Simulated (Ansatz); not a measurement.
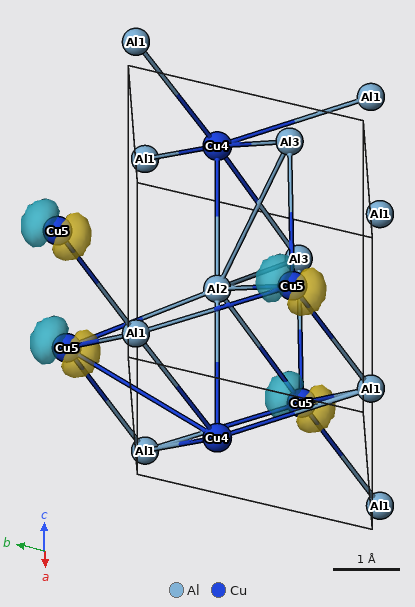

Al₃Cu₂: one atom of the 5-atom cell (and its periodic copies) was moved a little. Density after less density before, yellow at +2 and cyan at −2 e/Å³, seen at an oblique angle; cell a = 4.09 Å, b = 4.09 Å, c = 4.99 Å, α = 90.00°, β = 90.00°, γ = 120.00°. The lobes lie largely inside the PAW sphere, where the density is a smoothed one.

Space group P-3m1. The cell comes from a database of computed structures, not from a measurement.

Theory: DFT PBEsol, scalar-relativistic, plane waves, PAW in Ansatz 0.2.0.

Question: Find the displaced atom and its direction.

Answer: Cu5 moved towards the yellow lobe, down and to the right in the picture. In the run the shift was 0.05 Å roughly along [−1 −2 −1] in the axes of the cell drawn.

Question: How much does the computed force on the atom change?

Answer: The force on it changes by 0.30 eV/Å along the move, against it: a stiffness of about 6.1 eV/Å² for this sublattice shift.

Run times: 37 s (moved atom) and 25 s (base cell), on 2 threads of AMD EPYC 9R45 96-Core Processor (Zen 5), on a shared host.
